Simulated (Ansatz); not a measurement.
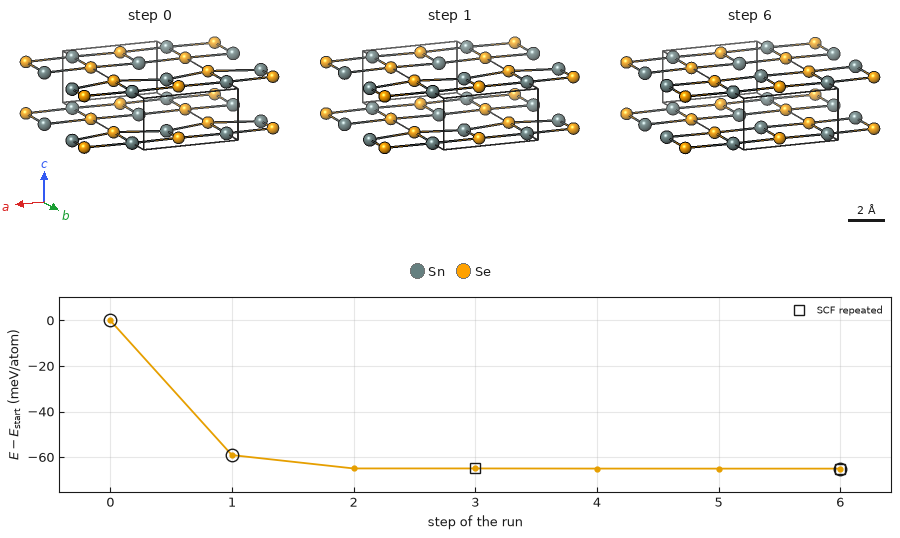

Frames of a relaxation of crystalline SnSe (set up in P1), marked on the history of the run. Style: ball-and-stick. Shown: the cell of the calculation, from a free direction.

All numbers below come from DFT LDA, scalar-relativistic, plane waves, PAW in Ansatz 0.2.0. Settings: plane-wave cutoff 420 eV; k-point mesh 6 × 4 × 12; occupations gaussian; smearing width 0.15 eV; no spin polarisation; atoms relaxed in a fixed cell; force threshold 0.01 eV/Å; at most 80 steps.

Describe the path.

Answer. The energy falls by 65.0 meV per atom in 4 accepted moves (6 points after the start). The largest force component goes from 3.3 to 0.00076 eV/Å. 2 steps only repeated the SCF at the same geometry. The largest move is that of a Sn atom, 0.39 Å roughly along [3 −2 3]. Largest moves by element: Sn 0.39 Å, Se 0.07 Å. The cell doesn't change. Near-neighbour distances that change, for instance: Se–Sn 2.375 → 2.685 Å, Se–Sn 3.133 → 2.869 Å, Se–Sn 2.627 → 2.866 Å. Bond angles that change, for instance: Se–Sn–Se 100.7° → 87.9°, Se–Sn–Se 168.6° → 175.8°, Sn–Se–Sn 168.6° → 175.8°. The space group (tolerance 0.01 Å) goes from P1 (No. 1) to Pbam (No. 55). From step 0 to 1: a Sn atom moves most (0.19 Å), energy −59.1 meV per atom. From step 1 to 6: a Sn atom moves most (0.23 Å), energy −5.9 meV per atom.

```
step  E − E(0), meV/atom  largest force component, eV/Å                         note
   0                0.00                         3.3267                             
   1              -59.10                         0.5115                             
   2              -64.97                         0.0217                             
   3              -64.97                         0.0223  same geometry, SCF repeated
   4              -65.03                         0.0165                             
   5              -65.05                         0.0007                             
   6              -65.05                         0.0008  same geometry, SCF repeated
```

Limits of the set-up: layers or molecules are held without a dispersion correction, so their spacing is unreliable.
